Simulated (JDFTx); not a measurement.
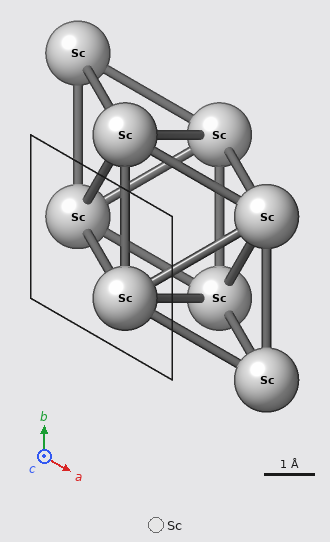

**Figure 1.** The structure (ball-and-stick view of the cell of the calculation, repeated 2 × 2 × 1, along the c axis). An atom can appear more than once, as a periodic image.

## Sc: tune calculation

The run: tune calculation of Sc (2 atoms in the cell). Method and program: Kohn-Sham DFT of a periodic cell, PBE, PseudoDojo-SR-PBE-0.5-standard, no spin polarisation (JDFTx 1.7.0 (patched build)).

The structure derives from an entry of the Crystallography Open Database.

The program's output:
```
*************** JDFTx 1.7.0 (patched build) ***************

Input parsed successfully to the following command list (including defaults):
[... the input with its defaults ...]

---------- Setting up symmetries ----------

Found 24 point-group symmetries of the bravais lattice
Found 24 space-group symmetries with basis
Applied RMS atom displacement 3.61023e-10 bohrs to make symmetries exact.

---------- Initializing the Grid ----------
R =
[       6.2531     -3.12655            0  ]
[            0      5.41535            0  ]
[            0            0      9.96509  ]
unit cell volume = 337.445
G =
[    1.00481   0.580128         -0  ]
[          0    1.16026          0  ]
[          0         -0   0.630519  ]
Minimum fftbox size, Smin = [  52  52  80  ]
Chosen fftbox size, S = [  54  54  80  ]

---------- Initializing tighter grid for wavefunction operations ----------
R =
[       6.2531     -3.12655            0  ]
[            0      5.41535            0  ]
[            0            0      9.96509  ]
unit cell volume = 337.445
G =
[    1.00481   0.580128         -0  ]
[          0    1.16026          0  ]
[          0         -0   0.630519  ]
Minimum fftbox size, Smin = [  36  36  60  ]
Chosen fftbox size, S = [  36  36  60  ]

---------- Exchange Correlation functional ----------
Initalized PBE GGA exchange.
Initalized PBE GGA correlation.

---------- Setting up pseudopotentials ----------
Width of ionic core gaussian charges (only for fluid interactions / plotting) set to 0

Reading pseudopotential file 'pseudo/Sc.upf':
  'Sc' pseudopotential, 'PBE' functional
  Generated using ONCVPSP code by D. R. Hamann
  11 valence electrons, 4 orbitals, 6 projectors, 1001 radial grid points, with lMax = 2
    3S    l: 0   occupation:  2.0   eigenvalue: -2.022648
    3P    l: 1   occupation:  6.0   eigenvalue: -1.235680
    3D    l: 2   occupation:  1.0   eigenvalue: -0.118824
    4S    l: 0   occupation:  2.0   eigenvalue: -0.153727
  Core radius for overlap checks: 1.60 bohrs.

Initialized 1 species with 2 total atoms.

Folded 1 k-points by 9x9x5 to 405 k-points.

---------- Setting up k-points, bands, fillings ----------
Reduced to 36 k-points under symmetry.
Computing the number of bands and number of electrons
Calculating initial fillings.
nElectrons:  22.000000   nBands: 17   nStates: 36

----- Setting up reduced wavefunction bases (one per k-point) -----
average nbasis = 3924.126 , ideal nbasis = 3925.493

---------- Setting up ewald sum ----------
Optimum gaussian width for ewald sums = 2.474417 bohr.
Real space sum over 1521 unit cells with max indices [  6  6  4  ]
Reciprocal space sum over 2057 terms with max indices [  5  5  8  ]

---------- Allocating electronic variables ----------
Initializing wave functions:  linear combination of atomic orbitals
Sc pseudo-atom occupations:   s ( 2 2 )  p ( 6 )  d ( 1 )
	FillingsUpdate:  mu: +0.392900530  nElectrons: 22.000000
LCAOMinimize: Iter:   0  F: -93.4651781226003777  |grad|_K:  6.509e-04  alpha:  1.000e+00
	FillingsUpdate:  mu: +0.386072610  nElectrons: 22.000000
LCAOMinimize: Iter:   1  F: -93.4676628657937272  |grad|_K:  9.242e-06  alpha:  7.525e-01  linmin: -1.091e-01  cgtest:  7.859e-01
LCAOMinimize: Encountered beta<0, resetting CG.
	FillingsUpdate:  mu: +0.385996409  nElectrons: 22.000000
LCAOMinimize: Iter:   2  F: -93.4676633889340138  |grad|_K:  4.018e-07  alpha:  7.716e-01  linmin: -1.490e-03  cgtest:  1.096e-02
	FillingsUpdate:  mu: +0.385996305  nElectrons: 22.000000
LCAOMinimize: Iter:   3  F: -93.4676633901593306  |grad|_K:  2.909e-08  alpha:  9.574e-01  linmin:  1.093e-02  cgtest: -5.253e-02
LCAOMinimize: Converged (|Delta F|<1.000000e-06 for 2 iters).

-------- Electronic minimization -----------
Will mix electronic potential at each iteration.
	FillingsUpdate:  mu: +0.385996305  nElectrons: 22.000000
	FillingsUpdate:  mu: +0.359147419  nElectrons: 22.000000
SCF: Cycle:  0   F: -93.531756781552289   dF: -6.409e-02   |Residual|: 9.749e-04   |deigs|: 1.427e-02
	FillingsUpdate:  mu: +0.345424847  nElectrons: 22.000000
SCF: Cycle:  1   F: -93.545260545553006   dF: -1.350e-02   |Residual|: 4.861e-04   |deigs|: 2.924e-02
	FillingsUpdate:  mu: +0.334293705  nElectrons: 22.000000
SCF: Cycle:  2   F: -93.549272693313199   dF: -4.012e-03   |Residual|: 1.525e-04   |deigs|: 2.669e-02
	FillingsUpdate:  mu: +0.338542422  nElectrons: 22.000000
SCF: Cycle:  3   F: -93.549513407590055   dF: -2.407e-04   |Residual|: 1.638e-04   |deigs|: 1.279e-02
	FillingsUpdate:  mu: +0.334573202  nElectrons: 22.000000
SCF: Cycle:  4   F: -93.549929457293445   dF: -4.160e-04   |Residual|: 2.696e-05   |deigs|: 8.194e-03
	FillingsUpdate:  mu: +0.332749450  nElectrons: 22.000000
SCF: Cycle:  5   F: -93.549860473424786   dF: +6.898e-05   |Residual|: 7.390e-05   |deigs|: 3.237e-03
	FillingsUpdate:  mu: +0.333877598  nElectrons: 22.000000
SCF: Cycle:  6   F: -93.549976672129176   dF: -1.162e-04   |Residual|: 1.143e-05   |deigs|: 2.908e-03
	FillingsUpdate:  mu: +0.334004775  nElectrons: 22.000000
SCF: Cycle:  7   F: -93.549989224078132   dF: -1.255e-05   |Residual|: 6.271e-07   |deigs|: 3.573e-04
	FillingsUpdate:  mu: +0.334001247  nElectrons: 22.000000
SCF: Cycle:  8   F: -93.549994801943441   dF: -5.578e-06   |Residual|: 4.656e-07   |deigs|: 1.763e-05
	FillingsUpdate:  mu: +0.334010643  nElectrons: 22.000000
SCF: Cycle:  9   F: -93.549998424296888   dF: -3.622e-06   |Residual|: 2.249e-06   |deigs|: 2.991e-05
	FillingsUpdate:  mu: +0.333982272  nElectrons: 22.000000
SCF: Cycle: 10   F: -93.550001302320766   dF: -2.878e-06   |Residual|: 1.625e-06   |deigs|: 6.474e-05
	FillingsUpdate:  mu: +0.333952155  nElectrons: 22.000000
SCF: Cycle: 11   F: -93.550002974872569   dF: -1.673e-06   |Residual|: 6.718e-07   |deigs|: 6.822e-05
	FillingsUpdate:  mu: +0.333936229  nElectrons: 22.000000
SCF: Cycle: 12   F: -93.550004478154918   dF: -1.503e-06   |Residual|: 2.314e-07   |deigs|: 3.604e-05
	FillingsUpdate:  mu: +0.333928033  nElectrons: 22.000000
SCF: Cycle: 13   F: -93.550005294725295   dF: -8.166e-07   |Residual|: 5.715e-08   |deigs|: 1.850e-05
	FillingsUpdate:  mu: +0.333926230  nElectrons: 22.000000
SCF: Cycle: 14   F: -93.550006143621246   dF: -8.489e-07   |Residual|: 1.412e-07   |deigs|: 4.924e-06
	FillingsUpdate:  mu: +0.333925604  nElectrons: 22.000000
SCF: Cycle: 15   F: -93.550006694085837   dF: -5.505e-07   |Residual|: 3.083e-07   |deigs|: 3.040e-06
	FillingsUpdate:  mu: +0.333925824  nElectrons: 22.000000
SCF: Cycle: 16   F: -93.550007034637133   dF: -3.406e-07   |Residual|: 3.731e-07   |deigs|: 2.382e-06
	FillingsUpdate:  mu: +0.333926608  nElectrons: 22.000000
SCF: Cycle: 17   F: -93.550007273050610   dF: -2.384e-07   |Residual|: 5.009e-07   |deigs|: 2.796e-06
	FillingsUpdate:  mu: +0.333924075  nElectrons: 22.000000
SCF: Cycle: 18   F: -93.550007431710029   dF: -1.587e-07   |Residual|: 4.107e-07   |deigs|: 6.049e-06
	FillingsUpdate:  mu: +0.333923333  nElectrons: 22.000000
SCF: Cycle: 19   F: -93.550007547411340   dF: -1.157e-07   |Residual|: 4.326e-07   |deigs|: 2.176e-06
	FillingsUpdate:  mu: +0.333924815  nElectrons: 22.000000
SCF: Cycle: 20   F: -93.550007624430833   dF: -7.702e-08   |Residual|: 5.130e-07   |deigs|: 3.585e-06
	FillingsUpdate:  mu: +0.333925307  nElectrons: 22.000000
SCF: Cycle: 21   F: -93.550007676868987   dF: -5.244e-08   |Residual|: 5.608e-07   |deigs|: 1.438e-06
	FillingsUpdate:  mu: +0.333924324  nElectrons: 22.000000
SCF: Cycle: 22   F: -93.550007713581323   dF: -3.671e-08   |Residual|: 5.406e-07   |deigs|: 2.448e-06
	FillingsUpdate:  mu: +0.333922807  nElectrons: 22.000000
SCF: Cycle: 23   F: -93.550007738882655   dF: -2.530e-08   |Residual|: 4.640e-07   |deigs|: 3.622e-06
	FillingsUpdate:  mu: +0.333920257  nElectrons: 22.000000
SCF: Cycle: 24   F: -93.550007759335315   dF: -2.045e-08   |Residual|: 3.313e-07   |deigs|: 5.966e-06
	FillingsUpdate:  mu: +0.333915017  nElectrons: 22.000000
SCF: Cycle: 25   F: -93.550007774721891   dF: -1.539e-08   |Residual|: 5.398e-08   |deigs|: 1.210e-05
	FillingsUpdate:  mu: +0.333913788  nElectrons: 22.000000
SCF: Cycle: 26   F: -93.550007784598634   dF: -9.877e-09   |Residual|: 1.979e-08   |deigs|: 2.900e-06
SCF: Converged (|Residual|<1.000000e-07 for 2 iters).

Setting wave functions to eigenvectors of Hamiltonian

# Stress tensor in Cartesian coordinates [Eh/a0^3]:
[  6.26062e-06            0            0  ]
[            0  6.26062e-06            0  ]
[            0            0  5.76881e-05  ]

# Ionic positions in lattice coordinates:
ion Sc   0.666666666666667   0.333333333333333   0.750000000000000 1
ion Sc   0.333333333333333   0.666666666666667   0.250000000000000 1

# Forces in Cartesian coordinates:
force Sc  -0.000000000000000   0.000000000000000   0.000000000000000 1
force Sc  -0.000000000000000  -0.000000000000000   0.000000000000000 1

# Energy components:
   Eewald =      -63.2377815362983284
       EH =       21.2017312863395908
     Eloc =      -78.8004511329332615
      Enl =        4.7400478686768768
      Exc =      -16.1679916451250563
 Exc_core =        3.2395683656889660
       KE =       35.4761950099642434
-------------------------------------
     Etot =      -93.5486817836869591
       TS =        0.0013260009116712
-------------------------------------
        F =      -93.5500077845986340

IonicMinimize: Iter:   0  F: -93.550007784598634  |grad|_K:        nan
IonicMinimize: None of the convergence criteria satisfied after 0 iterations.

#--- Lowdin population analysis ---
# oxidation-state Sc +0.137 +0.137

Dumping 'run.eigStats' ...
	eMin: -1.484022 at state 0 ( [ +0.000000 +0.000000 +0.000000 ] spin 0 )
	HOMO: +0.333607 at state 23 ( [ +0.111111 +0.333333 +0.400000 ] spin 0 )
	mu  : +0.333914
	LUMO: +0.334037 at state 16 ( [ +0.111111 +0.111111 +0.200000 ] spin 0 )
	eMax: +0.474103 at state 12 ( [ +0.000000 +0.444444 +0.000000 ] spin 0 )
	HOMO-LUMO gap: +0.000431
	Optical gap  : +0.004082 at state 14 ( [ +0.000000 +0.444444 +0.400000 ] spin 0 )
Done!
```

This output came from the following input.

Input file:
```
lattice \
    6.2531037464    -3.1265518732     0.0000000000 \
    0.0000000000     5.4153466968     0.0000000000 \
    0.0000000000     0.0000000000     9.9650927730
coords-type Lattice
ion Sc     0.6666666667     0.3333333333     0.7500000000 1
ion Sc     0.3333333333     0.6666666667     0.2500000000 1

ion-species pseudo/Sc.upf
elec-cutoff 39 312
elec-ex-corr gga-PBE
kpoint-folding 9 9 5
elec-smearing Fermi 0.0018374661
elec-n-bands 17
electronic-SCF nIterations 100 energyDiffThreshold 1e-09 mixedVariable Potential
electronic-minimize nIterations 30 energyDiffThreshold 1e-7
forces-output-coords Cartesian

dump-name run.$VAR
dump End Ecomponents EigStats BandEigs Kpoints Forces Stress
```

Launch command:
```bash
jdftx -c 8 -i Sc.in -o Sc.out
```

Summary:

| quantity | value |
| --- | --- |
| outcome | converged |
| space group (tolerance 0.01 Å) | P6₃/mmc (194) |
| electrons treated | 22 |
| free energy | −2545.6254 eV |
| Fermi energy | 9.086 eV |
| gap on the k-point mesh | none (metallic) |
| pressure | −0.69 GPa |
| largest force (length of the vector) | under 0.001 eV/Å |
| hardware | 8 threads of Arm Neoverse N1, 90 GiB of memory available, host not shared |
| wall time | 2.1 min (CPU time 6.8 min) |
| peak memory | 0.18 GiB |
